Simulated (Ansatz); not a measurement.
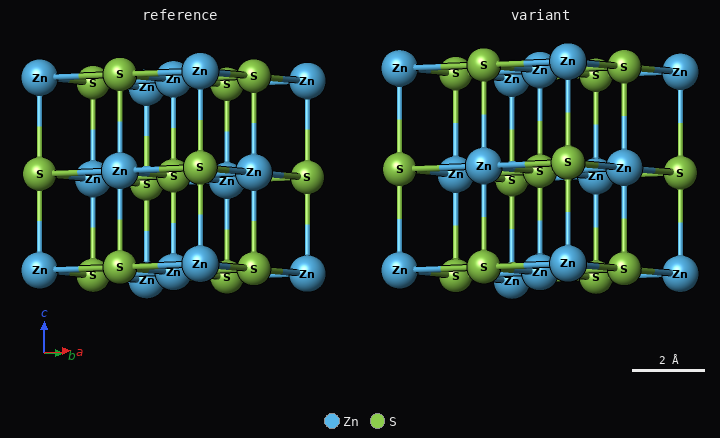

Left: a symmetric starting cell of ZnS (made from another compound by putting Zn in place of Hg). Right: the same structure after one change, at the same scale. The picture is a ball-and-stick view of the conventional cell (4 times the calculation's cell), seen from a free direction. Lengths and directions refer to the drawn axes.

Computed with Ansatz, DFT PBE, scalar-relativistic, plane waves, PAW. Set-up: plane-wave cutoff 420 eV; k-point mesh 12 × 12 × 12; occupations gaussian; smearing width 0.1 eV; no spin polarisation.

Question: What was changed?

Answer: All lengths are scaled by +4.8 % (volume +15.2 %), the atoms keeping their fractional coordinates. No relaxation follows. The starting cell wasn't computed here and needn't be at equilibrium, so pressure and forces aren't due to the change alone.

Question: And its effect?

Answer: Some distances before and after: S–Zn 2.720 → 2.852 Å. The space group stays Fm-3m (No. 225). The pressure is −13.3 GPa (not all of it need come from the change, since the unchanged cell can be under pressure at this level too). All forces vanish by symmetry.
